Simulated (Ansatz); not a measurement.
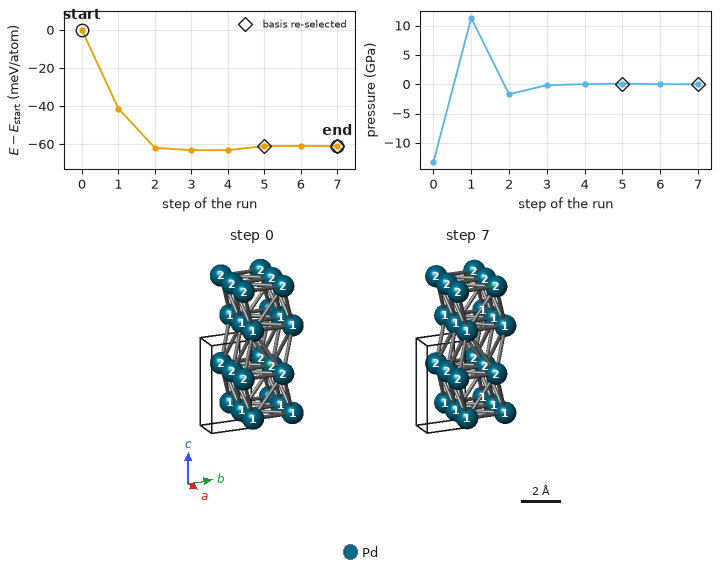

First and last geometry of a relaxation of solid Pd (set up in P6_3/mmc), with the history of the run. The picture is a ball-and-stick view of the cell of the calculation, repeated 3 × 2 × 2 with one cell outlined, seen slightly off an axis.

The run lets cell and atoms move.

Theory: Kohn-Sham DFT of a periodic cell, HSEsol, Ansatz PAW (Ansatz).

The input:
```yaml
crystal:
  lattice:
    - [2.7836650458, 0.0, 0.0]
    - [-1.3918325229, 2.4107246453, 0.0]
    - [0.0, 0.0, 4.628893]
  atoms:
    - { symbol: Pd, position: [0.3333333333, 0.6666666667, 0.25] }
    - { symbol: Pd, position: [0.6666666667, 0.3333333333, 0.75] }
hamiltonian:
  xc:
    exchange: hjs_pbesol
    correlation: pbesol
    exx: { coeff: 0.25, omega: 0.207 }
  pseudopotentials: { kind: paw }
kpoints:
  mp_grid: { grid: [6, 6, 3] }
scf:
  occupations: { method: fermi_dirac, width: 0.05 }
output:
  forces: true
  stress: true
  eigenvalues: true
relax:
  f_tol: 0.01
  max_steps: 40
  cell: { stress_tol: 0.05 }
```

What do the curves and the structures tell?

It converged. The energy falls by 61.0 meV per atom in 5 accepted moves (7 points after the start). All forces vanish by symmetry, so only the cell relaxes. Pressure: −13.32 GPa at the start and 0.00 GPa at the end. The SCF was repeated twice at an unchanged geometry on a basis and grid sized afresh for the cell, which shifted the energy by 2.2 meV per atom at most. No atom moves by more than 0.005 Å relative to the cell. The drawn cell changes as follows: a = b 2.784 → 2.683 Å (−3.6 %), c 4.629 → 4.602 Å (−0.6 %); the volume changes by −7.6 %. Near-neighbour distances that change, for instance: Pd1–Pd1 2.784 → 2.683 Å, Pd1–Pd2 2.818 → 2.774 Å. The space group stays P6_3/mmc (No. 194).

```tsv
step	E − E(0), meV/atom	pressure, GPa	volume, Å³/atom	note
0	0.00	-13.32	15.531	
1	-41.33	11.30	13.669	
2	-61.94	-1.71	14.454	
3	-63.16	-0.16	14.349	
4	-63.21	0.00	14.339	
5	-61.01	0.10	14.339	same geometry, new basis
6	-61.00	0.00	14.346	
7	-61.01	0.00	14.346	same geometry, new basis
```

Limits of the set-up: the k-point mesh is coarse for a cell with partly filled bands.
